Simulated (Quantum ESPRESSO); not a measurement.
# CoO: parallel and opposed starts

Wanted: the moments of CoO and the energy of each order that was tried.

Main program and level: Quantum ESPRESSO 7.5; PBEsol with U = 3.5 eV on Co d (ortho-atomic projectors); plane waves with GBRV 1.5 PBEsol potentials, no spin-orbit coupling.

**1. Starting point**

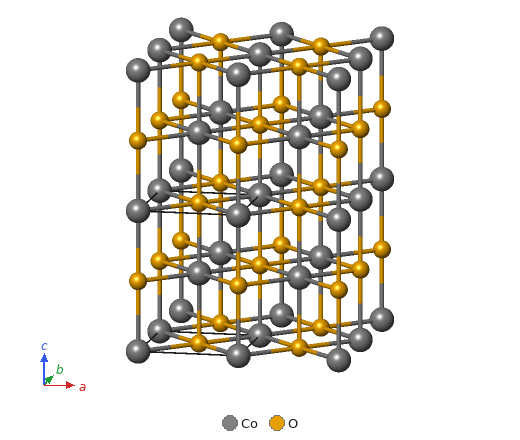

The cell as given, slightly off an axis (cobalt grey, oxygen orange). 2×2×2 cells are drawn. This picture shows the conventional cell, with its axes. Some periodic images of atoms are drawn too.

The cell comes from the Crystallography Open Database.

**2. Start 1: ferro +**

The signs are those of the starting moments on the seeded atoms, the atoms that are given a moment.

Input file pw.in:

```
&CONTROL
  calculation = 'scf'
  prefix = 'pwscf'
  outdir = './tmp'
  pseudo_dir = './pseudo'
  disk_io = 'nowf'
/
&SYSTEM
  ibrav = 0
  celldm(1) = 8
  nat = 2
  ntyp = 2
  ecutwfc = 40
  ecutrho = 280
  nbnd = 20
  occupations = 'smearing'
  smearing = 'fd'
  degauss = 0.00146997
  nspin = 2
  starting_magnetization(1) = 0.1765
  starting_magnetization(2) = 0
/
&ELECTRONS
  conv_thr = 4d-09
  electron_maxstep = 150
  mixing_beta = 0.3
/
ATOMIC_SPECIES
Co     58.9332 co_pbesol_v1.2.uspp.F.UPF
O      15.9990 o_pbesol_v1.2.uspp.F.UPF
CELL_PARAMETERS alat
  -0.3562133744920    0.3562133744920    0.4977650903806
   0.3562133744920   -0.3562133744920    0.4977650903806
   0.3562133744920    0.3562133744920   -0.4977650903806
ATOMIC_POSITIONS crystal
Co      0.0000000000    0.0000000000    0.0000000000
O       0.5000000000    0.5000000000    0.0000000000
K_POINTS automatic
14 14 14 0 0 0
HUBBARD {ortho-atomic}
U Co-3d 3.5000
```

The run is started by

```
$ OMP_NUM_THREADS=1 mpirun -n 4 pw.x -nk 4 -in pw.in > pw.out
```

What it wrote:

```text
Program PWSCF v.7.5 starts

     Message from routine setup:
     using ibrav=0 with symmetry is DISCOURAGED, use correct ibrav instead

     K-points division:     npool     =       4
     Subspace diagonalization in iterative solution of the eigenvalue problem:

     G-vector sticks info
     --------------------
     sticks:   dense  smooth     PW     G-vecs:    dense   smooth      PW
     Sum         713     413    169                10193     4429    1163

     Using Slab Decomposition

     bravais-lattice index     =            0
     lattice parameter (alat)  =       8.0000  a.u.
     unit-cell volume          =     129.3525 (a.u.)^3
     number of atoms/cell      =            2
     number of atomic types    =            2
     number of electrons       =        23.00
     number of Kohn-Sham states=           20
     kinetic-energy cutoff     =      40.0000  Ry
     charge density cutoff     =     280.0000  Ry
     scf convergence threshold =      4.0E-09
     mixing beta               =       0.3000
     number of iterations used =            8  plain     mixing
     Exchange-correlation= SLA  PW   PSX  PSC
                           (   1   4  10   8   0   0   0)
     Hubbard projectors: ortho-atomic
     Hubbard parameters of DFT+U (Dudarev formulation) in eV:
     U(Co-3d) =  3.5000

     Internal variables: lda_plus_u =T, lda_plus_u_kind = 0

     Internal variables: orbital_resolved =F, hub_pot_fix =F, apply_U = F

     celldm(1)=   8.000000  celldm(2)=   0.000000  celldm(3)=   0.000000
     celldm(4)=   0.000000  celldm(5)=   0.000000  celldm(6)=   0.000000

     crystal axes: (cart. coord. in units of alat)
               a(1) = (  -0.356213   0.356213   0.497765 )
               a(2) = (   0.356213  -0.356213   0.497765 )
               a(3) = (   0.356213   0.356213  -0.497765 )

     reciprocal axes: (cart. coord. in units 2 pi/alat)
               b(1) = ( -0.000000  1.403653  1.004490 )
               b(2) = (  1.403653 -0.000000  1.004490 )
               b(3) = (  1.403653  1.403653  0.000000 )

     PseudoPot. # 1 for Co read from file:
     co_pbesol_v1.2.uspp.F.UPF
     Pseudo is Ultrasoft + core correction, Zval = 17.0
     Generated by new atomic code, or converted to UPF format
     Using radial grid of  863 points,  6 beta functions with:
                l(1) =   0
                l(2) =   0
                l(3) =   1
                l(4) =   1
                l(5) =   2
                l(6) =   2
     Q(r) pseudized with  8 coefficients,  rinner =    1.200   1.200   1.200
                                                       1.200   1.200

     PseudoPot. # 2 for O  read from file:
     o_pbesol_v1.2.uspp.F.UPF
     Pseudo is Ultrasoft + core correction, Zval =  6.0
     Generated by new atomic code, or converted to UPF format
     Using radial grid of  737 points,  5 beta functions with:
                l(1) =   0
                l(2) =   0
                l(3) =   1
                l(4) =   1
                l(5) =   2
     Q(r) pseudized with  8 coefficients,  rinner =    0.900   0.900   0.900
                                                       0.900   0.900

     atomic species   valence    mass     pseudopotential
     Co               17.00    58.93320     Co( 1.00)
     O                 6.00    15.99900     O ( 1.00)

     Starting magnetic structure
     atomic species   magnetization
     Co              0.176
     O               0.000

     16 Sym. Ops., with inversion, found

   Cartesian axes

     site n.     atom                  positions (alat units)
         1        Co     tau(   1) = (   0.0000000   0.0000000   0.0000000  )
         2        O      tau(   2) = (   0.0000000   0.0000000   0.4977651  )

     number of k points=   244  Fermi-Dirac smearing, width (Ry)=  0.0015

     Number of k-points >= 100: set verbosity='high' to print them.

     Dense  grid:    10193 G-vectors     FFT dimensions: (  32,  32,  32)

     Smooth grid:     4429 G-vectors     FFT dimensions: (  24,  24,  24)

     Check: negative core charge=   -0.000039
     Generating pointlists ...
     new r_m :   0.2053 (alat units)  1.6426 (a.u.) for type    1
     new r_m :   0.2053 (alat units)  1.6426 (a.u.) for type    2

     Initial potential from superposition of free atoms

     starting charge      22.0000, renormalised to      23.0000

     STARTING HUBBARD OCCUPATIONS:

     =================== HUBBARD OCCUPATIONS ===================
     ------------------------ ATOM    1 ------------------------
     Tr[ns(  1)] (up, down, total) =   5.00000  2.00000  7.00000
     Atomic magnetic moment for atom   1 =   3.00000
     [... lines left out ...]
     Number of occupied Hubbard levels =    7.0000

     Atomic wfc used for Hubbard projectors are orthogonalized

     Starting wfcs are   17 randomized atomic wfcs +    3 random wfcs

     Self-consistent Calculation

     iteration #  1     ecut=    40.00 Ry     beta= 0.30
     Davidson diagonalization with overlap
     ethr =  1.00E-02,  avg # of iterations =  5.1

     =================== HUBBARD OCCUPATIONS ===================
     ------------------------ ATOM    1 ------------------------
     Tr[ns(  1)] (up, down, total) =   4.62855  0.92976  5.55831
     Atomic magnetic moment for atom   1 =   3.69879
     [... lines left out ...]
     Number of occupied Hubbard levels =    5.5583

     total energy              =    -328.49867744 Ry
     estimated scf accuracy    <       6.09674100 Ry

     total magnetization       =     3.63 Bohr mag/cell
     absolute magnetization    =     3.72 Bohr mag/cell

     iteration #  2     ecut=    40.00 Ry     beta= 0.30
     Davidson diagonalization with overlap
     ethr =  1.00E-02,  avg # of iterations =  2.0

     total energy              =    -329.47900626 Ry
     estimated scf accuracy    <       5.06256088 Ry

     total magnetization       =     1.05 Bohr mag/cell
     absolute magnetization    =     1.07 Bohr mag/cell

     iteration #  3     ecut=    40.00 Ry     beta= 0.30
     Davidson diagonalization with overlap
     ethr =  1.00E-02,  avg # of iterations =  1.0

     total energy              =    -330.27305531 Ry
     estimated scf accuracy    <       0.19922116 Ry

     total magnetization       =     3.01 Bohr mag/cell
     absolute magnetization    =     3.04 Bohr mag/cell

     [... further iterations left out ...]

     iteration # 17     ecut=    40.00 Ry     beta= 0.30
     Davidson diagonalization with overlap
     ethr =  7.64E-10,  avg # of iterations =  1.0

     total energy              =    -330.30329970 Ry
     estimated scf accuracy    <       0.00000004 Ry

     total magnetization       =     3.00 Bohr mag/cell
     absolute magnetization    =     3.03 Bohr mag/cell

     iteration # 18     ecut=    40.00 Ry     beta= 0.30
     Davidson diagonalization with overlap
     ethr =  1.89E-10,  avg # of iterations =  1.5

     total energy              =    -330.30329970 Ry
     estimated scf accuracy    <       0.00000002 Ry

     total magnetization       =     3.00 Bohr mag/cell
     absolute magnetization    =     3.03 Bohr mag/cell

     iteration # 19     ecut=    40.00 Ry     beta= 0.30
     Davidson diagonalization with overlap
     ethr =  7.33E-11,  avg # of iterations =  1.0

     total energy              =    -330.30329970 Ry
     estimated scf accuracy    <       0.00000001 Ry

     total magnetization       =     3.00 Bohr mag/cell
     absolute magnetization    =     3.03 Bohr mag/cell

     iteration # 20     ecut=    40.00 Ry     beta= 0.30
     Davidson diagonalization with overlap
     ethr =  4.95E-11,  avg # of iterations =  1.0

     Magnetic moment per site  (integrated on atomic sphere of radius R)
     atom   1 (R=0.205)  charge= 14.5423  magn=  2.6044
     atom   2 (R=0.205)  charge=  5.7186  magn=  0.2861

     End of self-consistent calculation

     =================== HUBBARD OCCUPATIONS ===================
     ------------------------ ATOM    1 ------------------------
     Tr[ns(  1)] (up, down, total) =   4.97546  2.31103  7.28649
     Atomic magnetic moment for atom   1 =   2.66443
     [... lines left out ...]
     Number of occupied Hubbard levels =    7.2865

     Number of k-points >= 100: set verbosity='high' to print the bands.

     the Fermi energy is    13.3224 ev

!    total energy              =    -330.30329970 Ry
     estimated scf accuracy    <          2.8E-11 Ry
     smearing contrib. (-TS)   =      -0.00039367 Ry
     internal energy E=F+TS    =    -330.30290603 Ry

     The total energy is F=E-TS. E is the sum of the following terms:
     one-electron contribution =    -181.61435797 Ry
     hartree contribution      =     104.06715744 Ry
     xc contribution           =     -39.58044015 Ry
     ewald contribution        =    -213.29243594 Ry
     Hubbard energy            =       0.11717060 Ry

     total magnetization       =     3.00 Bohr mag/cell
     absolute magnetization    =     3.03 Bohr mag/cell

     convergence has been achieved in  20 iterations

=------------------------------------------------------------------------------=
   JOB DONE.
=------------------------------------------------------------------------------=
```

Elapsed: 38 s, on 4 MPI ranks of Arm Neoverse V2, shared host; peak memory 0.35 GiB; 2.5 min of CPU time.

Spin moment in the atom's sphere by atom:

| atom | spin moment in the atom's sphere (μB) |
| --- | --- |
| Co1 | 2.60 |
| O2 | 0.29 |

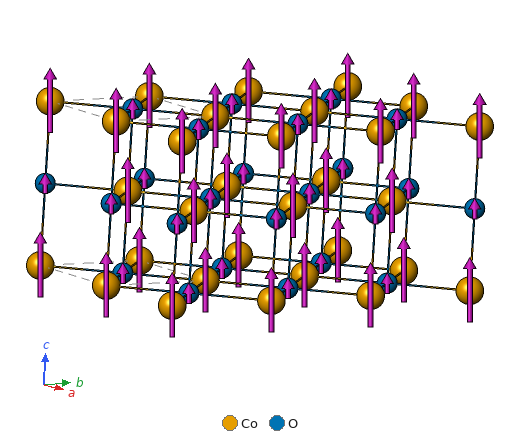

Spin moment in the atom's sphere as arrows, the longest 2.60 μB. Up and down stand for the sign. Arrows give size and sign along the axis of quantisation, drawn up and down the page. Each arrow also spans its atom, so small moments look longer than they are. 2×3×1 conventional cells are drawn. Some periodic images of atoms are drawn too.

This step gave:

```
smearing term TS       : 0.005356 eV
magnetization          : 3 μB
absolute magnetization : 3.029 μB
final state            : ferromagnetic
```

**3. Start 2: antiferro q=(0,0,1/2) +−**

The cell is doubled to 4 atoms to hold this order. The wavevector q is in fractions of the reciprocal vectors of the crystal's primitive cell, as the cells of these inputs are built from it; moments change sign between cells as cos(2π q·R).

Input file pw.in:

```
&CONTROL
  calculation = 'scf'
  prefix = 'pwscf'
  outdir = './tmp'
  pseudo_dir = './pseudo'
  disk_io = 'nowf'
/
&SYSTEM
  ibrav = 0
  celldm(1) = 8
  nat = 4
  ntyp = 3
  ecutwfc = 40
  ecutrho = 280
  nbnd = 32
  occupations = 'smearing'
  smearing = 'fd'
  degauss = 0.00146997
  nspin = 2
  starting_magnetization(1) = 0.1765
  starting_magnetization(2) = -0.1765
  starting_magnetization(3) = 0
/
&ELECTRONS
  conv_thr = 8d-09
  electron_maxstep = 150
  mixing_beta = 0.3
/
ATOMIC_SPECIES
Co1    58.9332 co_pbesol_v1.2.uspp.F.UPF
Co2    58.9332 co_pbesol_v1.2.uspp.F.UPF
O      15.9990 o_pbesol_v1.2.uspp.F.UPF
CELL_PARAMETERS alat
  -0.3562133744920    0.3562133744920    0.4977650903806
   0.3562133744920   -0.3562133744920    0.4977650903806
   0.7124267489839    0.7124267489839   -0.9955301807613
ATOMIC_POSITIONS crystal
Co1     0.0000000000    0.0000000000    0.0000000000
Co2     0.0000000000    0.0000000000    0.5000000000
O       0.5000000000    0.5000000000    0.0000000000
O       0.5000000000    0.5000000000    0.5000000000
K_POINTS automatic
14 14 7 0 0 0
HUBBARD {ortho-atomic}
U Co1-3d 3.5000
U Co2-3d 3.5000
```

What it wrote:

```text
[banner, memory and clock lines left out]
Program PWSCF v.7.5 starts

     Message from routine setup:
     using ibrav=0 with symmetry is DISCOURAGED, use correct ibrav instead

     bravais-lattice index     =            0
     lattice parameter (alat)  =       8.0000  a.u.
     unit-cell volume          =     258.7050 (a.u.)^3
     number of atoms/cell      =            4
     number of atomic types    =            3
     number of electrons       =        46.00
     number of Kohn-Sham states=           32
     kinetic-energy cutoff     =      40.0000  Ry
     charge density cutoff     =     280.0000  Ry
     scf convergence threshold =      8.0E-09
     mixing beta               =       0.3000
     number of iterations used =            8  plain     mixing
     Exchange-correlation= SLA  PW   PSX  PSC
                           (   1   4  10   8   0   0   0)
     Hubbard projectors: ortho-atomic
     Hubbard parameters of DFT+U (Dudarev formulation) in eV:
     U(Co1-3d) =  3.5000
     U(Co2-3d) =  3.5000

     Internal variables: lda_plus_u =T, lda_plus_u_kind = 0

     Internal variables: orbital_resolved =F, hub_pot_fix =F, apply_U = F

     celldm(1)=   8.000000  celldm(2)=   0.000000  celldm(3)=   0.000000
     celldm(4)=   0.000000  celldm(5)=   0.000000  celldm(6)=   0.000000

     crystal axes: (cart. coord. in units of alat)
               a(1) = (  -0.356213   0.356213   0.497765 )
               a(2) = (   0.356213  -0.356213   0.497765 )
               a(3) = (   0.712427   0.712427  -0.995530 )

     reciprocal axes: (cart. coord. in units 2 pi/alat)
               b(1) = (  0.000000  1.403653  1.004490 )
               b(2) = (  1.403653  0.000000  1.004490 )
               b(3) = (  0.701827  0.701827  0.000000 )

     PseudoPot. # 1 for Co read from file:
     co_pbesol_v1.2.uspp.F.UPF
     Pseudo is Ultrasoft + core correction, Zval = 17.0

     PseudoPot. # 2 for Co read from file:
     co_pbesol_v1.2.uspp.F.UPF
     Pseudo is Ultrasoft + core correction, Zval = 17.0

     PseudoPot. # 3 for O  read from file:
     o_pbesol_v1.2.uspp.F.UPF
     Pseudo is Ultrasoft + core correction, Zval =  6.0

     atomic species   valence    mass     pseudopotential
     Co1              17.00    58.93320     Co( 1.00)
     Co2              17.00    58.93320     Co( 1.00)
     O                 6.00    15.99900     O ( 1.00)

     Starting magnetic structure
     atomic species   magnetization
     Co1             0.176
     Co2            -0.176
     O               0.000

      8 Sym. Ops., with inversion, found

   Cartesian axes

     site n.     atom                  positions (alat units)
         1        Co1    tau(   1) = (   0.0000000   0.0000000   0.0000000  )
         2        Co2    tau(   2) = (   0.3562134   0.3562134  -0.4977651  )
         3        O      tau(   3) = (   0.0000000   0.0000000   0.4977651  )
         4        O      tau(   4) = (   0.3562134   0.3562134  -0.0000000  )

     number of k points=   228  Fermi-Dirac smearing, width (Ry)=  0.0015

     Number of k-points >= 100: set verbosity='high' to print them.

     Dense  grid:    20439 G-vectors     FFT dimensions: (  32,  32,  64)

     Smooth grid:     8837 G-vectors     FFT dimensions: (  24,  24,  45)

     Check: negative core charge=   -0.000039
     Generating pointlists ...
     new r_m :   0.2053 (alat units)  1.6426 (a.u.) for type    1
     new r_m :   0.2053 (alat units)  1.6426 (a.u.) for type    2
     new r_m :   0.2053 (alat units)  1.6426 (a.u.) for type    3

     Initial potential from superposition of free atoms

     starting charge      44.0000, renormalised to      46.0000

     STARTING HUBBARD OCCUPATIONS:

     =================== HUBBARD OCCUPATIONS ===================
     ------------------------ ATOM    1 ------------------------
     Tr[ns(  1)] (up, down, total) =   5.00000  2.00000  7.00000
     Atomic magnetic moment for atom   1 =   3.00000
     [... lines left out ...]
     ------------------------ ATOM    2 ------------------------
     Tr[ns(  2)] (up, down, total) =   2.00000  5.00000  7.00000
     Atomic magnetic moment for atom   2 =  -3.00000
     [... lines left out ...]
     Number of occupied Hubbard levels =   14.0000

     Atomic wfc used for Hubbard projectors are orthogonalized

     Starting wfcs are   34 randomized atomic wfcs

     Self-consistent Calculation

     iteration #  1     ecut=    40.00 Ry     beta= 0.30
     Davidson diagonalization with overlap
     ethr =  1.00E-02,  avg # of iterations =  2.9

     =================== HUBBARD OCCUPATIONS ===================
     ------------------------ ATOM    1 ------------------------
     Tr[ns(  1)] (up, down, total) =   4.60398  0.90539  5.50937
     Atomic magnetic moment for atom   1 =   3.69859
     [... lines left out ...]
     ------------------------ ATOM    2 ------------------------
     Tr[ns(  2)] (up, down, total) =   0.90545  4.60410  5.50955
     Atomic magnetic moment for atom   2 =  -3.69866
     [... lines left out ...]
     Number of occupied Hubbard levels =   11.0189

     total energy              =    -656.93121718 Ry
     estimated scf accuracy    <      12.18596698 Ry

     total magnetization       =     0.00 Bohr mag/cell
     absolute magnetization    =     7.60 Bohr mag/cell

     iteration #  2     ecut=    40.00 Ry     beta= 0.30
     Davidson diagonalization with overlap
     ethr =  1.00E-02,  avg # of iterations =  2.6

     total energy              =    -658.93553867 Ry
     estimated scf accuracy    <      10.35185464 Ry

     total magnetization       =    -0.00 Bohr mag/cell
     absolute magnetization    =     2.15 Bohr mag/cell

     [... further iterations left out ...]

     iteration # 26     ecut=    40.00 Ry     beta= 0.30
     Davidson diagonalization with overlap
     ethr =  1.38E-09,  avg # of iterations =  1.0

     total energy              =    -660.62253671 Ry
     estimated scf accuracy    <       0.00000023 Ry

     total magnetization       =     0.00 Bohr mag/cell
     absolute magnetization    =     5.63 Bohr mag/cell

     iteration # 27     ecut=    40.00 Ry     beta= 0.30
     Davidson diagonalization with overlap
     ethr =  4.94E-10,  avg # of iterations =  1.0

     Magnetic moment per site  (integrated on atomic sphere of radius R)
     atom   1 (R=0.205)  charge= 14.5452  magn=  2.5777
     atom   2 (R=0.205)  charge= 14.5451  magn= -2.5777
     atom   3 (R=0.205)  charge=  5.7204  magn=  0.1002
     atom   4 (R=0.205)  charge=  5.7203  magn= -0.1002

     End of self-consistent calculation

     =================== HUBBARD OCCUPATIONS ===================
     ------------------------ ATOM    1 ------------------------
     Tr[ns(  1)] (up, down, total) =   4.96449  2.31554  7.28003
     Atomic magnetic moment for atom   1 =   2.64896
     [... lines left out ...]
     ------------------------ ATOM    2 ------------------------
     Tr[ns(  2)] (up, down, total) =   2.31551  4.96449  7.28000
     Atomic magnetic moment for atom   2 =  -2.64899
     [... lines left out ...]
     Number of occupied Hubbard levels =   14.5600

     Number of k-points >= 100: set verbosity='high' to print the bands.

     the Fermi energy is    13.6199 ev

!    total energy              =    -660.62253674 Ry
     estimated scf accuracy    <          2.7E-09 Ry
     smearing contrib. (-TS)   =      -0.00058297 Ry
     internal energy E=F+TS    =    -660.62195377 Ry

     The total energy is F=E-TS. E is the sum of the following terms:
     one-electron contribution =    -363.28903437 Ry
     hartree contribution      =     208.23147695 Ry
     xc contribution           =     -79.17639685 Ry
     ewald contribution        =    -426.58487188 Ry
     Hubbard energy            =       0.19687238 Ry

     total magnetization       =    -0.00 Bohr mag/cell
     absolute magnetization    =     5.63 Bohr mag/cell

     convergence has been achieved in  27 iterations
```

Wall time 2.8 min (4 MPI ranks); peak memory 0.64 GiB.

Spin moment in the atom's sphere by atom:

| atom | spin moment in the atom's sphere (μB) |
| --- | --- |
| Co1 | 2.58 |
| Co2 | -2.58 |
| O3 | 0.10 |
| O4 | -0.10 |

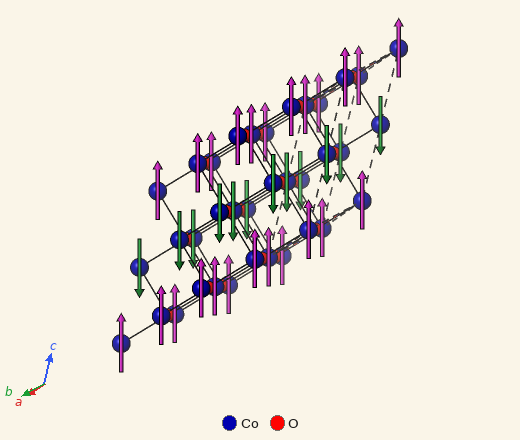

Spin moment in the atom's sphere as arrows, the longest 2.58 μB. Up and down stand for the sign. Arrows give size and sign along the axis of quantisation, drawn up and down the page. The two directions have two colours. 2×3×1 cells are drawn. Some periodic images of atoms are drawn too.

Read from the output:

| Item | Value |
| --- | --- |
| smearing term TS | 0.007932 eV |
| magnetization | 0 μB |
| absolute magnetization | 5.632 μB |
| final state | antiferromagnetic |

[end of part 1 of 2]

[Logs and program files are shortened in this print: banners, set-up blocks, solver, clock and traceback lines can be left out without a mark of their own.]

[Logs are printed without paths, hosts, clocks, repeated set-up lines and the standing remarks that a program may print on its own settings, such as how far it seeks lower states.]

[Hosts, paths, dates, database ids (printed as entryN), source tags and the programs' standing remarks are cut or masked in the printed files.]

[Where a cell is said to come from a database of computed structures, the database is the Materials Project.]
